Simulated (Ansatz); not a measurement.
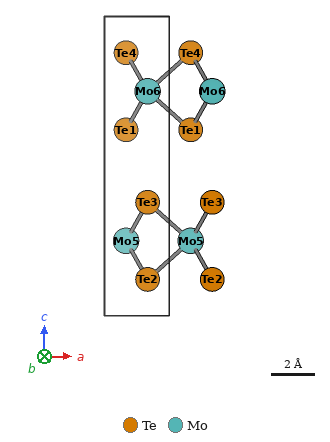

**Figure 1.** The structure (ball-and-stick view of the cell of the calculation, repeated 2 × 1 × 1, along the b axis; atoms are numbered from 1 in the order of the input).

**Single-point calculation of MoTe2**

- system: MoTe2 (P6₃/mmc, 6 atoms in the cell)
- method: DFT PBEsol, scalar-relativistic, plane waves, PAW, no spin polarisation (Ansatz 0.2.0)

The structure derives from a Materials Project entry. It belongs to a series of runs on one base structure; here: band edges sought over the zone. Figures and captions count atoms from 1; the log counts them from 0 in places.

Output:
```
Engine: ansatz 0.2.0, aarch64-unknown-linux-gnu
Pseudopotentials: kind: paw
Pseudopotential: Te, paw, valence charge 16, recommended cutoff 420 eV (normal), Te.paw.azcp
Pseudopotential: Mo, paw, valence charge 14, recommended cutoff 420 eV (normal), Mo.paw.azcp
Functional definition: PBEsol
  exchange = pbesol_x
  correlation = pbesol_c
Crystal: 6 atoms, lattice volume = 148.090 Å³
Basis set: ecut = 420 eV, 2849 PW (Γ), exchange–correlation on 48×48×192 points (8 copies of the dense FFT grid, shifted against one another)
Bands: 56, of which v1, the nominal top of the filled ones, is band 46 counted from 1 (45 counted from 0)
Symmetry: 24 space group operations
Space group: P63/mmc (ITA 194), of the structure as read, at distance tolerance 5.3e-5 Å
k-points: 38 of 288
Non-local potential: Te, projectors of the file, l = 0: 2, l = 1: 2, l = 2: 2, l = 3: 2
Non-local potential: Mo, projectors of the file, l = 0: 3, l = 1: 2, l = 2: 2, l = 3: 1
PAW form: soft (Blöchl's): semilocal exchange-correlation on the pseudo side does not see the compensation charge
PAW frozen core: Te, regenerated for the run's functional, and the local potential with it (the file was generated under x = pbe(κ = 0.804, μ = 0.2195149727645171), c = pbe(β = 0.06672455060314922))
PAW frozen core: Mo, regenerated for the run's functional, and the local potential with it (the file was generated under x = pbe(κ = 0.804, μ = 0.2195149727645171), c = pbe(β = 0.06672455060314922))
PAW one-centre angular grid: Te, 590 points (default); XC on 64 Gauss nodes
PAW one-centre angular grid: Mo, 590 points (default); XC on 64 Gauss nodes
Initial density: read from a saved state, or passed on in memory by an earlier SCF of this step, an earlier step, the calling program or the single point that the run made first
Stability of the state it starts from, as read at its close in the unpolarized treatment: not read negative (Ritz values of 1 − χ₀K, real part plus size of imaginary part, from 0.95 to 1.1, by its mixing steps under the symmetry group of the SCF that read it)
Initial wavefunctions: pseudopotential atomic-orbital guess
Functional: x = pbesol(κ = 0.804, μ = 0.12345679012345678), c = pbesol(β = 0.046)
iter 1 solved again at ethr=1.11e-7 eV; its pass at ethr=3.10e-3 eV (dr2=1.02e-4 eV) is discarded
SCF iter   1: F=—  HF=-37402.717159 eV  |F-HF|=—  |Δ(HF+E_count)|=         —  Δρ=1.29e-6  dr2=3.22e-9  ethr=1.11e-7  ⟨swp⟩=4.0  Hψ=14346  notcnv=0
eigensolver tolerance schedule: the retry pair's looser diagonalisation over-reported the residual by 31719.29 of it (diagonalisation noise at an unbounded share of the residual, at the tolerance the schedule requests for it); recorded, not acted on — ethr = c·dr2/N_el stays at c = 1.0e-1
preconditioner: auto → Resta (q_TF=auto, 2.520 Å⁻¹)  ε∞=6.9  [insulator: Δε(μ)=0.772 eV  Ē_g=7.542 eV  σ=0.020 eV  W_gap=1.00  n_scr=52 (ndim 8)  ℏωp=18.3 eV  f_vac=0.015  D(μ)=0.00/eV (n_scr^D=0)  ε∞_Penn≈6.9]
SCF iter   2: F=—  HF=-37402.717161 eV  |F-HF|=—  |Δ(HF+E_count)|=   2.44e-6  Δρ=7.80e-7  dr2=1.09e-9  ethr=3.50e-12  ⟨swp⟩=7.6  Hψ=8763  notcnv=0
SCF iter   3: F=-37402.717161 eV  HF=-37402.717161 eV  |F-HF|=1.46e-11  |Δ(HF+E_count)|=  1.09e-10  Δρ=4.58e-7  dr2=4.97e-10  ethr=1.18e-12  ⟨swp⟩=1.0  Hψ=4505  notcnv=0
SCF 1 converged in 3 iterations: F = -37402.717161 eV  dr2 = 4.97e-10
  greatest PAW one-centre occupation: 0.999 electrons in one spin orbital (limit 2), on the Mo atom at site 5 (counted from 0), in its partial waves of l = 0
NSCF: frozen V_eff on 28 k-points
NSCF: frozen V_eff on 28 k-points
NSCF: frozen V_eff on 28 k-points
NSCF: frozen V_eff on 28 k-points
NSCF: frozen V_eff on 8 k-points
NSCF: frozen V_eff on 13 k-points
NSCF: frozen V_eff on 26 k-points
NSCF: frozen V_eff on 8 k-points
NSCF: frozen V_eff on 10 k-points
NSCF: frozen V_eff on 5 k-points
NSCF: frozen V_eff on 13 k-points
NSCF: frozen V_eff on 7 k-points
NSCF: frozen V_eff on 11 k-points
NSCF: frozen V_eff on 5 k-points
NSCF: frozen V_eff on 3 k-points
SCF converged after 3 iterations
Free energy (F): -37402.717161 eV
Harris-Foulkes:  -37402.717161 eV  (|F-HF|=1.46e-11)
Internal energy: -37402.717161 eV  (E = F + TS)
E sigma→0 (E₀):  -37402.717161 eV
Fermi energy:    12.868298 eV
--- Per-component energies (eV) ---
  E_band       = -1136.626082
  E_kinetic    = 1611.976131
  E_local      = -7380.269527  (includes V_loc(G=0)·N_el)
  E_nonlocal   = -939.181435
  E_hartree    = 4131.184294
  E_xc         = -861.028494
  E_vxc        = -877.315142  (∫ρ·V_xc dr)
  E_paw        = -24628.687071  (= ΣΔE_a)
  E_vpaw       = -1814.204670  (= ΣTr[D̂ρ^β])
  E_aug_tail   = -0.000627  (compensation charges beyond the density's cutoff)
  E_ewald      = -9338.628290
  E_core_change = 1.917859  (= ΣΔE_core)
  E_smearing   = -0.000000  (= −TS)
  E_closure    = -0.000000  (closes the sum)
  Σ components = -37402.717161   (vs F -37402.717161, Δ=0.00e0)
--- Forces (eV/Å), atoms counted from 1 ---
  atom   1  Te     0.00000000     0.00000000    -0.00284700
  atom   2  Te    -0.00000000    -0.00000000    -0.00284700
  atom   3  Te    -0.00000000    -0.00000000     0.00284700
  atom   4  Te     0.00000000     0.00000000     0.00284700
  atom   5  Mo     0.00000000     0.00000000     0.00000000
  atom   6  Mo    -0.00000000    -0.00000000     0.00000000
  max |Σ_I F_I| component: 6.94e-18 eV/Å
--- Stress (GPa, compression-positive) ---
        0.002980       0.000000       0.000000
        0.000000       0.002980       0.000000
        0.000000       0.000000       0.029134
  P = ⅓ Tr σ = 0.0117 GPa (0.117 kbar)
--- Band table (eV; the first three rows and the last of 38) ---
  k-point 0: bands = ["-48.1851", "-48.1851", "-24.1106", "-24.1106", "-24.1102", "-24.1102", "-24.0982", "-24.0982", "-24.0980", "-24.0980", "-24.0446", "-24.0446", "-24.0430", "-24.0430", "-24.0335", "-24.0335", "-24.0321", "-24.0321", "-24.0242", "-24.0227", "-24.0151", "-24.0136", "-22.3907", "-22.3907", "-22.2175", "-22.2175", "-22.2175", "-22.2175", "-0.6166", "-0.2974", "0.2437", "0.7441", "6.5529", "7.8505", "9.3231", "10.7082", "10.7082", "10.7226", "10.7226", "11.3934", "11.5019", "11.5019", "11.5351", "11.5351", "12.1275", "12.4831", "15.5151", "15.5151", "15.6454", "15.6454", "15.7469", "15.7469", "15.9971", "15.9971", "18.2475", "18.7610"]
  k-point 1: bands = ["-48.1851", "-48.1851", "-24.1104", "-24.1104", "-24.1104", "-24.1104", "-24.0981", "-24.0981", "-24.0981", "-24.0981", "-24.0439", "-24.0439", "-24.0439", "-24.0439", "-24.0328", "-24.0328", "-24.0328", "-24.0328", "-24.0236", "-24.0236", "-24.0143", "-24.0143", "-22.3907", "-22.3907", "-22.2175", "-22.2175", "-22.2175", "-22.2175", "-0.4940", "-0.4940", "0.5275", "0.5275", "7.0511", "7.0511", "10.4043", "10.4043", "10.7153", "10.7153", "10.7153", "10.7153", "11.5186", "11.5186", "11.5186", "11.5186", "12.3922", "12.3922", "15.5530", "15.5530", "15.5530", "15.5530", "15.8986", "15.8986", "15.8986", "15.8986", "18.6016", "18.6016"]
  k-point 2: bands = ["-48.1844", "-48.1844", "-24.1098", "-24.1095", "-24.1089", "-24.1085", "-24.0994", "-24.0992", "-24.0967", "-24.0964", "-24.0452", "-24.0449", "-24.0436", "-24.0436", "-24.0356", "-24.0343", "-24.0337", "-24.0322", "-24.0234", "-24.0221", "-24.0142", "-24.0128", "-22.3855", "-22.3855", "-22.2278", "-22.2278", "-22.2194", "-22.2194", "-0.5154", "-0.1975", "0.3186", "0.8099", "6.6654", "7.9577", "9.2765", "10.4817", "10.5058", "10.7886", "10.8093", "11.0989", "11.3655", "11.4059", "11.4253", "11.5057", "12.3572", "12.3902", "15.1292", "15.2413", "15.2739", "15.3999", "15.5039", "15.5598", "15.7615", "15.7987", "18.6848", "19.2026"]
  k-point 37: bands = ["-48.1735", "-48.1735", "-24.1168", "-24.1168", "-24.0921", "-24.0921", "-24.0851", "-24.0851", "-24.0845", "-24.0845", "-24.0644", "-24.0644", "-24.0517", "-24.0517", "-24.0392", "-24.0392", "-24.0389", "-24.0389", "-24.0157", "-24.0157", "-24.0005", "-24.0005", "-22.3422", "-22.3422", "-22.3053", "-22.3053", "-22.2963", "-22.2963", "1.9953", "1.9953", "2.1791", "2.1791", "7.6548", "7.6548", "7.8030", "7.8030", "8.4244", "8.4244", "8.8696", "8.8696", "9.7495", "9.7495", "10.5060", "10.5060", "12.3039", "12.3039", "13.5518", "13.5518", "14.1156", "14.1156", "14.9593", "14.9593", "16.2029", "16.2029", "17.5113", "17.5113"]
```

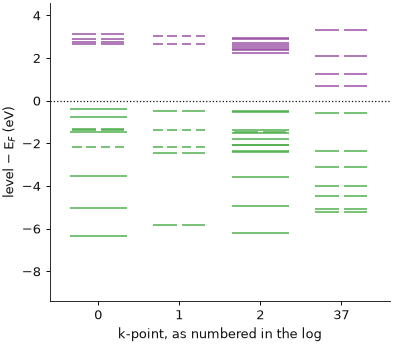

**Figure 2.** Kohn–Sham levels near the Fermi level (dotted) at the few k-points that the log prints; levels within 0.02 eV of each other stand side by side. Among these points the highest filled and lowest empty levels are 1.07 eV apart; the gap on the full mesh, 0.77 eV, has an edge at a point that isn't printed.

This output came from the following input.

Input:
```yaml
crystal:
  lattice:
    - [3.4941840767, 0.0, 0.0]
    - [-1.7470920383, 3.0260521759, 0.0]
    - [0.0, 0.0, 14.0056277561]
  atoms:
    - { symbol: Te, position: [0.3333333333, 0.6666666667, 0.6211204791] }
    - { symbol: Te, position: [0.6666666667, 0.3333333333, 0.1211204791] }
    - { symbol: Te, position: [0.6666666667, 0.3333333333, 0.3788795209] }
    - { symbol: Te, position: [0.3333333333, 0.6666666667, 0.8788795209] }
    - { symbol: Mo, position: [0.3333333333, 0.6666666667, 0.25] }
    - { symbol: Mo, position: [0.6666666667, 0.3333333333, 0.75] }
basis:
  ecutwfc: 420
kpoints:
  mp_grid: { grid: [12, 12, 2] }
  band_path: { path: [VBM, CBM], npoints: 2 }
hamiltonian:
  xc: pbesol
scf:
  occupations: { method: gaussian, width: 0.02 }
output:
  forces: true
  stress: true
  eigenvalues: true
checkpoint:
  read: start.run
  write: ck
  compress: false
  write_wavefunctions: false
  write_every: 100000
```

Launched with:
```bash
ansatz run input.yaml --threads 1 --pin off --max-ram 2560MiB --backend cpu --events-out ev --progress --plain --runs-dir out
```

Results in brief:

```csv
quantity,value
outcome,converged
space group (tolerance 0.01 Å),P6₃/mmc (194)
electrons treated,92
free energy,−37402.7172 eV
Fermi energy,12.868 eV
gap on the k-point mesh,0.77 eV
gap on the band path,0.72 eV
pressure,0.01 GPa
largest force (length of the vector),0.003 eV/Å
hardware,"1 thread of Arm Neoverse V2, 240 GiB of memory available, shared host"
wall time,55 s
peak memory,0.57 GiB
```
